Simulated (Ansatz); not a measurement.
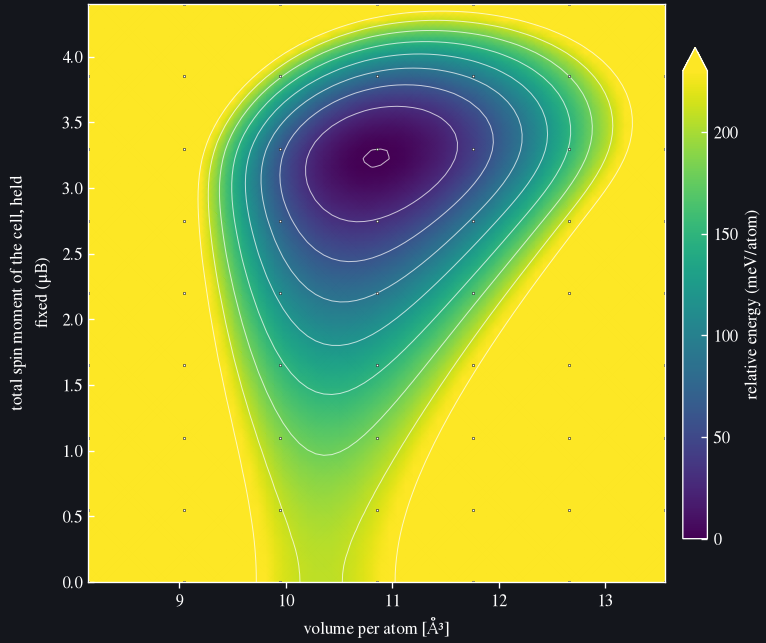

Co (P6_3/mmc, No. 194; 2 atoms in the cell). The energy is mapped over volume and a fixed ferromagnetic moment. Coordinates scanned: (1) volume per atom; (2) total spin moment of the cell, held fixed. Nothing is relaxed (shape and fractional coordinates fixed). Grid: 7 × 9 points. Points are written as (first, second). Energies: meV/atom, counted from the lowest grid point. The moment is held fixed and parallel; antiferromagnetic orders weren't tried. The electronic state followed may not be the lowest one. These are results of DFT PBE, scalar-relativistic, plane waves, PAW in Ansatz, not measurements. Settings: cutoff 520 eV, k-mesh 24×24×12 in the order of the run's cell vectors, gaussian smearing 0.15 eV.

In the figure: a smooth colour map with a few white contour lines, dots at the grid points, one colour for all values above the top of the scale. Between grid points the surface is interpolated.

### Where is the minimum, and how stiff is the well along each coordinate?

The interpolated minimum is at volume per atom ≈ 10.86 Å³, the second coordinate ≈ 3.24 μB. The curvatures there are about 0.26 eV/(Å³)² and 0.77 eV/(μB)², with a cross term of about −0.1 eV/(Å³·μB) (per cell of 2 atoms). Round the minimum the valley is somewhat tilted: raising volume per atom shifts the best value of the second coordinate upwards (coupling k₁₂/√(k₁₁k₂₂) about −0.2).

PAW datasets: the set soft_1.
